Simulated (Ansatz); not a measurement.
# Zn16S15 (cell charge +2, with a compensating background) (cell with a defect): what the fields show

The calculation's input:

```
crystal:
  lattice:
    - [7.622, 0.0, 0.0]
    - [-3.811, 6.6008456276, 0.0]
    - [0.0, 0.0, 12.468]
  atoms:
    - { symbol: Zn, position: [0.1666666666, 0.3333333334, 0.0] }
    - { symbol: Zn, position: [0.1666666666, 0.3333333334, 0.5] }
    - { symbol: Zn, position: [0.1666666666, 0.8333333334, 0.0] }
    - { symbol: Zn, position: [0.1666666666, 0.8333333334, 0.5] }
    - { symbol: Zn, position: [0.6666666666, 0.3333333334, 0.0] }
    - { symbol: Zn, position: [0.6666666666, 0.3333333334, 0.5] }
    - { symbol: Zn, position: [0.6666666666, 0.8333333334, 0.0] }
    - { symbol: Zn, position: [0.6666666666, 0.8333333334, 0.5] }
    - { symbol: Zn, position: [0.3333333334, 0.1666666666, 0.25] }
    - { symbol: Zn, position: [0.3333333334, 0.1666666666, 0.75] }
    - { symbol: Zn, position: [0.3333333334, 0.6666666666, 0.25] }
    - { symbol: Zn, position: [0.3333333334, 0.6666666666, 0.75] }
    - { symbol: Zn, position: [0.8333333334, 0.1666666666, 0.25] }
    - { symbol: Zn, position: [0.8333333334, 0.1666666666, 0.75] }
    - { symbol: Zn, position: [0.8333333334, 0.6666666666, 0.25] }
    - { symbol: Zn, position: [0.8333333334, 0.6666666666, 0.75] }
    - { symbol: S, position: [0.1666666666, 0.3333333334, 0.6925] }
    - { symbol: S, position: [0.1666666666, 0.8333333334, 0.1925] }
    - { symbol: S, position: [0.1666666666, 0.8333333334, 0.6925] }
    - { symbol: S, position: [0.6666666666, 0.3333333334, 0.1925] }
    - { symbol: S, position: [0.6666666666, 0.3333333334, 0.6925] }
    - { symbol: S, position: [0.6666666666, 0.8333333334, 0.1925] }
    - { symbol: S, position: [0.6666666666, 0.8333333334, 0.6925] }
    - { symbol: S, position: [0.3333333334, 0.1666666666, 0.4425] }
    - { symbol: S, position: [0.3333333334, 0.1666666666, 0.9425] }
    - { symbol: S, position: [0.3333333334, 0.6666666666, 0.4425] }
    - { symbol: S, position: [0.3333333334, 0.6666666666, 0.9425] }
    - { symbol: S, position: [0.8333333334, 0.1666666666, 0.4425] }
    - { symbol: S, position: [0.8333333334, 0.1666666666, 0.9425] }
    - { symbol: S, position: [0.8333333334, 0.6666666666, 0.4425] }
    - { symbol: S, position: [0.8333333334, 0.6666666666, 0.9425] }
total_charge: 2
kpoints:
  mp_grid: { grid: [3, 3, 2] }
scf:
  occupations: { method: fermi_dirac, width: 0.01 }
hamiltonian:
  xc: pbe
  pseudopotentials: { kind: paw }
output:
  forces: true
  stress: true
  populations: true
  efg:
    quadrupole_moments_barn: { Zn: 0.122, S: -0.0694 }
    contact_densities: true
  write_density: true
  write_potential: true
  elf: true
  volumetric_format: npy
```

Launched as:

```sh
ansatz run input.yaml --threads 1 --pin off --max-ram 3072MiB --backend cpu --events-out ev --progress --plain --runs-dir out
```

Not relaxed (largest force 1.4 eV/Å).

Theory: Ansatz, DFT, PBE, plane-wave PAW, default files, scalar-relativistic.

In a PAW calculation such maps are meaningful between the atoms, not at the nuclei.

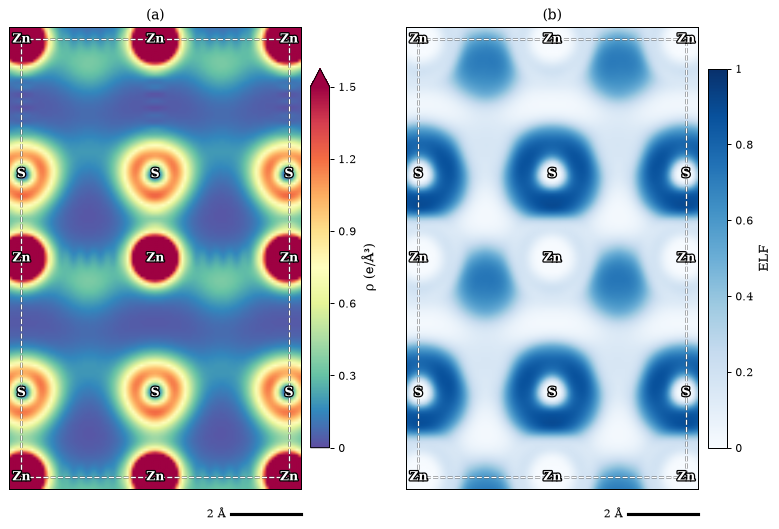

Figure 1. (a) valence electron density; (b) ELF on the (100) plane of the calculation cell.

Q: Read the bonding off the picture.

A:
- The section cuts through Zn and S sites.
- Zn–S (2.40 Å): ρ at the midpoint is about 0.47 e/Å³; the ELF peaks at about 0.90 in the valence shell of S, 0.9 Å from its nucleus, and is about 0.55 at the midpoint.
- Between the atoms the lowest density in this plane is 0.01 e/Å³.

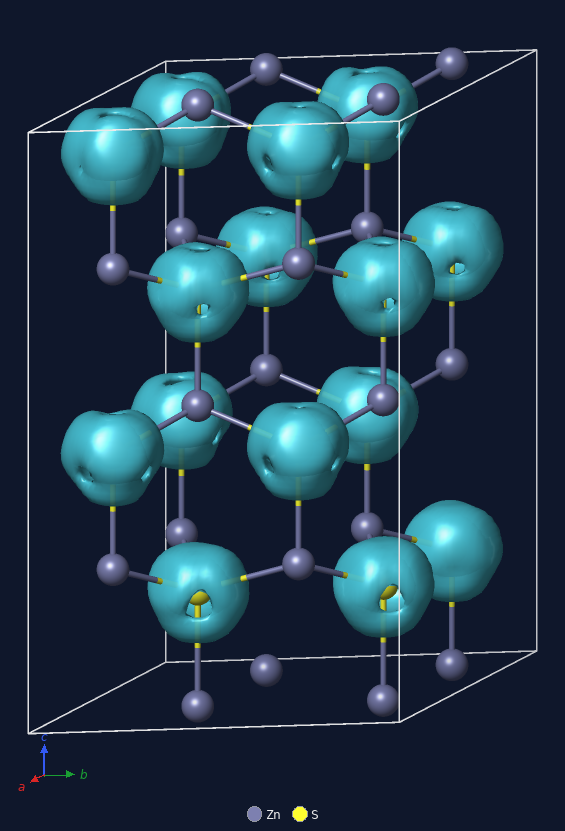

Figure 2. Isosurface of the ELF at 0.8 (cyan), seen slightly off an axis. Core shells and regions of very low density are left out. Sticks mark near contacts.

Q: Where are the electrons localised?

A: The ELF exceeds this value in 15 regions wrapped around S (the valence shell of each), counted in one cell of 31 atoms. Regions shared between cells count once. Profiles from the grid: Zn–S (2.31 Å): the ELF peaks at about 0.90 in the valence shell of S, 0.8 Å from its nucleus, and is about 0.55 at the midpoint.
